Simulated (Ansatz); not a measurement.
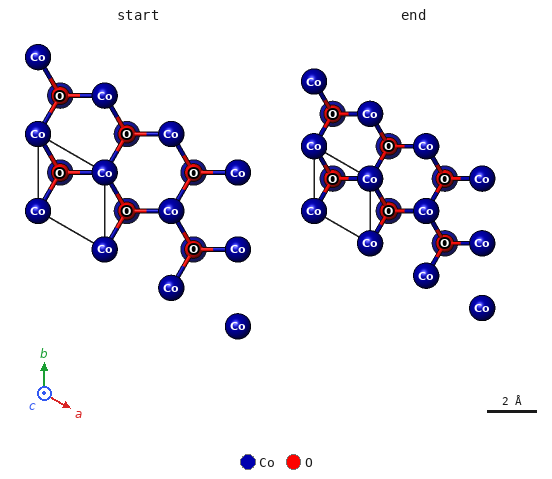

The structure of crystalline CoO (set up in P3m1) before (left) and after (right) a relaxation, at one scale.

Style: ball-and-stick. Shown: the cell of the calculation, repeated 3 × 2 × 1 with one cell outlined, along the c axis.

Case: no spin polarisation.

Theory: DFT PBEsol, scalar-relativistic, plane waves, PAW (Ansatz).

Input file:
```yaml
crystal:
  lattice:
    - [3.1976457435, 0.0, 0.0]
    - [-1.5988228718, 2.7692424462, 0.0]
    - [0.0, 0.0, 5.22870971]
  atoms:
    - { symbol: Co, position: [0.0, 0.0, 0.00347414] }
    - { symbol: Co, position: [0.3333333333, 0.6666666667, 0.50336241] }
    - { symbol: O, position: [0.0, 0.0, 0.37160885] }
    - { symbol: O, position: [0.3333333333, 0.6666666667, 0.8715556] }
basis:
  ecutwfc: 420
kpoints:
  mp_grid: { grid: [18, 18, 8] }
hamiltonian:
  xc: pbesol
scf:
  occupations: { method: gaussian, width: 0.1 }
  lower_state_search: "off"
output:
  forces: true
  stress: true
  eigenvalues: true
  write_density: true
  write_potential: true
  elf: true
  volumetric_format: npy
relax:
  adjacent_minimum: "off"
  f_tol: 0.01
  max_steps: 60
  cell: { stress_tol: 0.05 }
```

Run as
```bash
ansatz run input.yaml --threads 1 --pin off --max-ram 2560MiB --backend cpu --events-out ev --progress --plain --runs-dir out
```

Summarise the run.

After 14 accepted moves (18 points after the start) the energy has fallen by 0.826 eV per cell of the calculation. Largest force component: 0.087 eV/Å at the start, 0.00012 eV/Å at the end. Pressure: −22.21 GPa at the start and 0.00 GPa at the end. The line search rejected the trial step at point 6 of the run. At 3 points the geometry stayed and the basis and grid were re-selected for the new cell (energy shift of 19.8 meV per cell of the calculation at most each time). The largest moves relative to the cell, 0.13 Å, are those of Co1, Co2, O3 and O4. Co2 goes along +c. By element the largest moves are Co 0.13 Å, O 0.13 Å. The drawn cell changes as follows: a = b 3.198 → 2.691 Å (−15.9 %), c 5.229 → 5.866 Å (+12.2 %); the volume changes by −20.6 %. Some distances before and after: Co1–O4 1.971 → 1.862 Å, Co2–O4 1.925 → 1.906 Å, Co1–O3 1.925 → 1.906 Å. Bond angles that change, for instance: Co2–O3–Co2 108.5° → 92.5°, O4–Co1–O4 108.4° → 92.5°, Co1–O3–Co2 110.5° → 123.5°. The space group stays P6_3mc (No. 186).

Limits of the set-up: an element that often carries a moment was run without spin polarisation.
